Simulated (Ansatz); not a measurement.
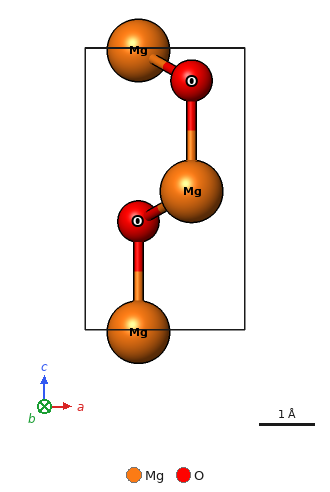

*The input geometry (ball-and-stick view of the cell of the calculation, along the b axis).*

Near neighbours in the crystal (not all of them lie inside the picture): Mg has 4 O at 2.02 to 2.03 Å; O has 4 Mg at 2.02 to 2.03 Å.

## Band-structure calculation, with input and output: MgO (part 1 of 2)

The run: band-structure calculation of MgO (P6₃mc, 4 atoms in the cell). Method and program: DFT, HSE06, plane waves, PAW, no spin polarisation (Ansatz 0.2.0).

The structure was built on a prototype by a generator. The geometry comes from this level: r2SCAN (a point of a series of strains). It belongs to a series of runs on one base structure; here: hydrostatic strain +2.5%.

Input:
```yaml
crystal:
  lattice:
    - [3.3704226164, 1.0e-10, 0.0]
    - [-1.6852113083, 2.9188716073, 0.0]
    - [0.0, 0.0, 5.1602255714]
  atoms:
    - { symbol: Mg, position: [0.3333333333, 0.6666666667, -0.0089108208] }
    - { symbol: Mg, position: [0.6666666667, 0.3333333333, 0.4910891792] }
    - { symbol: O, position: [0.3333333333, 0.6666666667, 0.3839108208] }
    - { symbol: O, position: [0.6666666667, 0.3333333333, 0.8839108208] }
kpoints:
  mp_grid: { grid: [6, 6, 4] }
  band_path:
    path:
      - [0.0, 0.0, 0.0]
      - [0.5, 0.0, 0.0]
      - [0.3333333333, 0.3333333333, 0.0]
      - [0.0, 0.0, 0.5]
      - [0.5, 0.0, 0.5]
      - [0.3333333333, 0.3333333333, 0.5]
    npoints: 1
hamiltonian:
  xc: hse06
scf:
  occupations: { method: fixed }
  n_extra_bands: 5
output:
  forces: true
  stress: true
  eigenvalues: true
  write_density: true
  write_potential: true
  elf: true
  volumetric_format: npy
```

Command:
```bash
ansatz run input.yaml --threads 2 --pin off --max-ram 2211MiB --backend cpu --events-out ev --progress --plain --runs-dir out
```

Output:
```
Warning: output.stress: scf.convergence.dr2_threshold = 1e-7 eV (the SCF's general default) is looser than the 4e-10 eV advised for a printed stress (1e-10 eV for each atom of the cell: 4). What an SCF threshold leaves in a stress goes as its square root, and in the free energy as the threshold itself, and one threshold admits the most on a small cell: of the crystals measured, under no hybrid functional and no lock of the moments, on runs that ended without the residual-converged pass, on stresses that held no estimate of that error, the worst erred by over 100 MPa in a component at 1e-7 eV an atom and by under 5 at 1e-10. Set scf.convergence.dr2_threshold to 4e-10 eV or tighter. The threshold is an SCF's pass mark: one that does not reach it within its budget of iterations ends unconverged, or closes short of it on a stop that the run arms, and scf.convergence.dr2_threshold's page says what that costs each kind of run
Warning: output.stress: scf.exx.energy_threshold = 1e-6 eV is looser than the 4e-8 eV advised for a stress under a hybrid functional (1e-8 eV for each atom of the cell: 4). Every SCF of the exchange loop can meet its threshold on dr2 while the loop round them stops early: no threshold on dr2 bounds what that leaves in the stress. Set scf.exx.energy_threshold to 4e-8 eV or tighter. The threshold is the loop's pass mark: a loop that does not reach it within its budget of cycles ends unconverged, and scf.exx.energy_threshold's page has the law
scf.n_extra_bands = 5 over 16 filled bands (N_el = 32.0): the run solves 21 bands
Engine: ansatz 0.2.0, aarch64-unknown-linux-gnu
Pseudopotentials: kind: paw
Pseudopotential: Mg, paw, valence charge 10, recommended cutoff 420 eV (normal), Mg.paw.azcp
Pseudopotential: O, paw, valence charge 6, recommended cutoff 420 eV (normal), O.paw.azcp
Functional definition: HSE06
  parameter a = 0.25
  parameter omega = 0.11/bohr
  exchange = pbe_x - a*pbe_x_sr(omega) + a*exact_x_sr(omega)
  correlation = pbe_c
davidson cushion auto → on  (no smearing: the cushion is to keep the highest requested band from converging to the state above it; pin scf.eigensolver.cushion to override)
Crystal: 4 atoms, lattice volume = 50.765 Å³
Basis set: ecut = 420 eV, 977 PW (Γ), exchange–correlation on 48×48×72 points (8 copies of the dense FFT grid, shifted against one another)
Bands: 21, of which v1, the nominal top of the filled ones, is band 16 counted from 1 (15 counted from 0)
Symmetry: 12 space group operations
Space group: P63mc (ITA 186), of the structure as read, at distance tolerance 3.7e-5 Å
k-points: 21 of 144 (time reversal used)
Non-local potential: Mg, projectors of the file, l = 0: 3, l = 1: 2, l = 2: 1
Non-local potential: O, projectors of the file, l = 0: 2, l = 1: 2, l = 2: 1
PAW form: soft (Blöchl's): semilocal exchange-correlation on the pseudo side does not see the compensation charge
PAW frozen core: Mg, regenerated for the run's functional, and the local potential with it (the file was generated under x = pbe(κ = 0.804, μ = 0.2195149727645171), c = pbe(β = 0.06672455060314922))
PAW frozen core: O, regenerated for the run's functional, and the local potential with it (the file was generated under x = pbe(κ = 0.804, μ = 0.2195149727645171), c = pbe(β = 0.06672455060314922))
PAW one-centre angular grid: Mg, 110 points (default); XC on 96 Gauss nodes
PAW one-centre angular grid: O, 110 points (default); XC on 96 Gauss nodes
Initial density: superposition of atomic densities (neutral atoms: chi_scale 0, normalization atom), corrected by the library's trained network
Initial wavefunctions: pseudopotential atomic-orbital guess
Functional: x = pbe(κ = 0.804, μ = 0.2195149727645171), c = pbe(β = 0.06672455060314922), warm-up for x = pbe(κ = 0.804, μ = 0.2195149727645171) + 0.25 (exact − pbe) at short range (hse, ω = 0.20786987370883472 Å⁻¹), c = pbe(β = 0.06672455060314922); HSE06 as pw.x's `hse` composes it (authors' and Libxc's form: `xc: wpbeh`)
SCF iter   1: F=—  HF=-4987.978580 eV  |F-HF|=—  |Δ(HF+E_count)|=         —  Δρ=1.36e-3  dr2=8.27e-4  ethr=1.77e-3  ⟨swp⟩=2.2  Hψ=3066  notcnv=0
preconditioner: auto → none  [insulator: Δε(μ)=3.162 eV  Ē_g=14.440 eV  n_scr=22 (ndim 8)  ℏωp=20.8 eV  f_vac=0.041]
SCF iter   2: F=-4987.978242 eV  HF=-4987.978468 eV  |F-HF|=2.26e-4  |Δ(HF+E_count)|=   1.12e-4  Δρ=8.99e-4  dr2=2.55e-4  ethr=2.58e-6  ⟨swp⟩=4.4  Hψ=1329  notcnv=0  defer=2
SCF 1 stopped early in 2 iterations: F = -4987.978242 eV  dr2 = 2.55e-4
  greatest PAW one-centre occupation: 1.000 electrons in one spin orbital (limit 2), on the Mg atom at site 1 (counted from 0), in its partial waves of l = 0
Initial density: handed on by an earlier stage of this run
Initial wavefunctions: those handed on with the density
Functional: x = pbe(κ = 0.804, μ = 0.2195149727645171) + 0.25 (exact − pbe) at short range (hse, ω = 0.20786987370883472 Å⁻¹), c = pbe(β = 0.06672455060314922); HSE06 as pw.x's `hse` composes it (authors' and Libxc's form: `xc: wpbeh`)
Exchange kernel: α = 0.2500, screened, ω = 0.2079 Å⁻¹, Wigner–Seitz truncation, v(0) = 1045.2118 eV·Å³, q-mesh 6×6×4, nearest image of the exchange supercell L = 20.22 Å, pair-density grid 20×20×30, without the augmentation charges, whose exchange is taken in its separable form by FFT convolution over the k-point mesh (sized by the pseudopotential files, 20×20×36 at the most), smooth part of the exact exchange by density-matrix convolution
Frozen-core exchange: fock
SCF iter   1: F=—  HF=-4988.226812 eV  |F-HF|=—  |Δ(HF+E_count)|=         —  Δρ=7.24e-3  dr2=2.60e-2  ethr=7.96e-6  ⟨swp⟩=5.7  Hψ=1968  notcnv=0
preconditioner: auto → none  [insulator: Δε(μ)=4.743 eV  Ē_g=16.731 eV  n_scr=22 (ndim 8)  ℏωp=20.8 eV  f_vac=0.041]
SCF iter   2: F=—  HF=-4988.218926 eV  |F-HF|=—  |Δ(HF+E_count)|=   7.89e-3  Δρ=4.66e-3  dr2=4.50e-3  ethr=7.96e-6  ⟨swp⟩=4.0  Hψ=1498  notcnv=0
SCF iter   3: F=—  HF=-4988.225238 eV  |F-HF|=—  |Δ(HF+E_count)|=   6.31e-3  Δρ=1.85e-3  dr2=1.75e-3  ethr=7.96e-6  ⟨swp⟩=3.0  Hψ=1087  notcnv=0
iter 4 solved again at ethr=3.07e-7 eV; its pass at ethr=5.31e-6 eV (dr2=9.82e-5 eV) is discarded
SCF iter   4: F=—  HF=-4988.224745 eV  |F-HF|=—  |Δ(HF+E_count)|=   4.93e-4  Δρ=4.05e-4  dr2=1.36e-4  ethr=3.07e-7  ⟨swp⟩=2.0  Hψ=1974  notcnv=0
SCF iter   5: F=—  HF=-4988.224907 eV  |F-HF|=—  |Δ(HF+E_count)|=   1.61e-4  Δρ=3.55e-4  dr2=6.67e-5  ethr=3.04e-7  ⟨swp⟩=3.1  Hψ=1071  notcnv=0
SCF iter   6: F=-4988.224888 eV  HF=-4988.224890 eV  |F-HF|=1.51e-6  |Δ(HF+E_count)|=   1.71e-5  Δρ=4.92e-5  dr2=6.87e-7  ethr=1.88e-7  ⟨swp⟩=3.0  Hψ=1138  notcnv=0
SCF 2 stopped early in 6 iterations: F = -4988.224888 eV  dr2 = 6.87e-7
  Residual-converged pass: ⟨swp⟩=4.0  Hψ=1455  notcnv=0  max |occ|·‖R‖ = 6.2e-6 eV (tolerance 6.7e-6 eV)  dr2=7.05e-7  dr2_onsite=6.95e-8  max |Δocc| = 0.0e0
  greatest PAW one-centre occupation: 1.000 electrons in one spin orbital (limit 2), on the Mg atom at site 0 (counted from 0), in its partial waves of l = 0
hybrid outer 1: dexx = +8.138e-3 eV, tail = 6.47e-5 eV
Exchange kernel: α = 0.2500, screened, ω = 0.2079 Å⁻¹, Wigner–Seitz truncation, v(0) = 1045.2118 eV·Å³, q-mesh 6×6×4, nearest image of the exchange supercell L = 20.22 Å, pair-density grid 20×20×30, without the augmentation charges, whose exchange is taken in its separable form by FFT convolution over the k-point mesh (sized by the pseudopotential files, 20×20×36 at the most), smooth part of the exact exchange by density-matrix convolution
Frozen-core exchange: fock
SCF iter   1: F=—  HF=-4988.224782 eV  |F-HF|=—  |Δ(HF+E_count)|=         —  Δρ=4.30e-5  dr2=4.39e-7  ethr=1.01e-6  ⟨swp⟩=2.3  Hψ=993  notcnv=0
preconditioner: auto → none  [insulator: Δε(μ)=4.735 eV  Ē_g=16.685 eV  n_scr=22 (ndim 8)  ℏωp=20.8 eV  f_vac=0.057]
SCF iter   2: F=—  HF=-4988.224782 eV  |F-HF|=—  |Δ(HF+E_count)|=   2.29e-7  Δρ=1.41e-5  dr2=5.42e-8  ethr=1.29e-9  ⟨swp⟩=4.2  Hψ=1626  notcnv=0
SCF iter   3: F=—  HF=-4988.224782 eV  |F-HF|=—  |Δ(HF+E_count)|=   1.68e-8  Δρ=5.12e-6  dr2=5.09e-9  ethr=1.47e-10  ⟨swp⟩=3.0  Hψ=1117  notcnv=0
SCF iter   4: F=-4988.224782 eV  HF=-4988.224782 eV  |F-HF|=2.23e-9  |Δ(HF+E_count)|=   3.34e-8  Δρ=2.73e-6  dr2=2.30e-9  ethr=1.30e-11  ⟨swp⟩=4.2  Hψ=1549  notcnv=0  defer=2
SCF 3 converged in 4 iterations: F = -4988.224782 eV  dr2 = 2.30e-9
  Residual-converged pass: ⟨swp⟩=3.0  Hψ=940  notcnv=0  max |occ|·‖R‖ = 6.3e-7 eV (tolerance 6.3e-7 eV)  dr2=2.30e-9  dr2_onsite=4.88e-10  max |Δocc| = 0.0e0
```

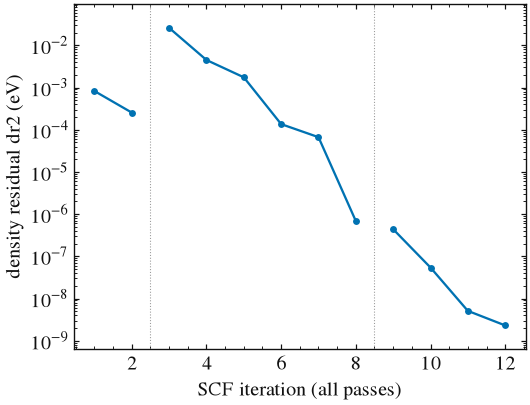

*Convergence of the self-consistent field: density residual dr2 against the SCF iteration. The run starts with a semilocal functional; after that each stretch between dotted lines is one SCF of the hybrid functional between two exact rebuilds of the exchange operator by the outer loop. Early passes are stopped at a loose threshold.*

The passes take 2, 6 and 4 iterations.

```
hybrid outer 2: dexx = +2.212e-7 eV, tail = 2.64e-8 eV, Δε = 2.28e-3 eV (about 9.40e-5 eV left of the loop's levels), ΔF = 8.00e-4 eV/Å (tail 4.28e-4)
NSCF: frozen V_eff on 6 k-points
hybrid SCF converged: 2 outer / 10 inner (+2 warm-up), last move |dexx| = 2.21e-7 eV, tail = 2.64e-8 eV
Stability not checked: this state was not tested for a lower state beside it, because the functional holds exact exchange (a hybrid, or Hartree-Fock), whose exchange loop this test does not read (fock_operator; see scf.lower_state_search)
Free energy (F): -4988.224782 eV
Frozen-core exchange: fock
Harris-Foulkes:  -4988.224782 eV  (|F-HF|=2.23e-9)
Internal energy: -4988.224782 eV  (E = F + TS)
E sigma→0 (E₀):  -4988.224782 eV
Fermi energy:    3.138365 eV
--- Per-component energies (eV) ---
  E_band       = -785.565328
  E_kinetic    = 507.550010
  E_local      = -3815.705747  (includes V_loc(G=0)·N_el)
  E_nonlocal   = 282.341299
  E_hartree    = 1364.004516
  E_xc         = -167.825381
  E_vxc        = -212.862474  (∫ρ·V_xc dr)
  E_exx        = -142.281138  (= α·E_x^exact, valence–valence)
  E_paw        = -798.048006  (= ΣΔE_a)
  E_vpaw       = 9.661892  (= ΣTr[D̂ρ^β])
  E_aug_tail   = 0.004857  (compensation charges beyond the density's cutoff)
  E_ewald      = -2218.142110
  E_core_change = -0.123082  (= ΣΔE_core)
  E_smearing   = -0.000000  (= −TS)
  E_closure    = -0.000000  (closes the sum)
  Σ components = -4988.224782   (vs F -4988.224782, Δ=0.00e0)
--- Forces (eV/Å), atoms counted from 1 ---
  atom   1  Mg     0.00000000     0.00000000     0.00568777
  atom   2  Mg     0.00000000    -0.00000000     0.00568777
  atom   3  O     -0.00000000     0.00000000    -0.00573273
  atom   4  O      0.00000000    -0.00000000    -0.00573273
  max |Σ_I F_I| component: 8.99e-5 eV/Å
--- Stress (GPa, compression-positive) ---
       -8.685628      -0.000000       0.000000
       -0.000000      -8.685628       0.000000
        0.000000      -0.000000      -6.865984
  P = ⅓ Tr σ = -8.0791 GPa (-80.791 kbar)
--- Band table (eV; the first three rows and the last of 21) ---
  k-point 0: bands = ["-73.2870", "-73.2840", "-38.2219", "-38.1856", "-38.1811", "-38.1811", "-38.1747", "-38.1747", "-14.3195", "-13.5993", "-0.0571", "2.4658", "2.4658", "2.7985", "2.7985", "3.1384", "7.8731", "12.9508", "14.8149", "18.7903", "18.7903"]
  k-point 1: bands = ["-73.2865", "-73.2844", "-38.2166", "-38.1909", "-38.1802", "-38.1802", "-38.1757", "-38.1757", "-14.2191", "-13.7102", "0.2779", "2.4285", "2.5121", "2.5121", "2.7478", "2.7478", "8.7192", "12.0043", "15.7865", "18.8368", "18.8368"]
  k-point 2: bands = ["-73.2855", "-73.2855", "-38.2038", "-38.2038", "-38.1779", "-38.1779", "-38.1779", "-38.1779", "-13.9698", "-13.9698", "1.2034", "1.2034", "2.6281", "2.6281", "2.6281", "2.6281", "10.3671", "10.3671", "17.6336", "17.6336", "19.2448"]
  k-point 20: bands = ["-73.2842", "-73.2842", "-38.2109", "-38.2109", "-38.1898", "-38.1898", "-38.1861", "-38.1861", "-13.5565", "-13.5565", "0.5904", "0.5904", "1.1368", "1.1368", "2.7611", "2.7611", "13.1199", "13.1199", "14.4824", "14.4824", "17.2288"]
```
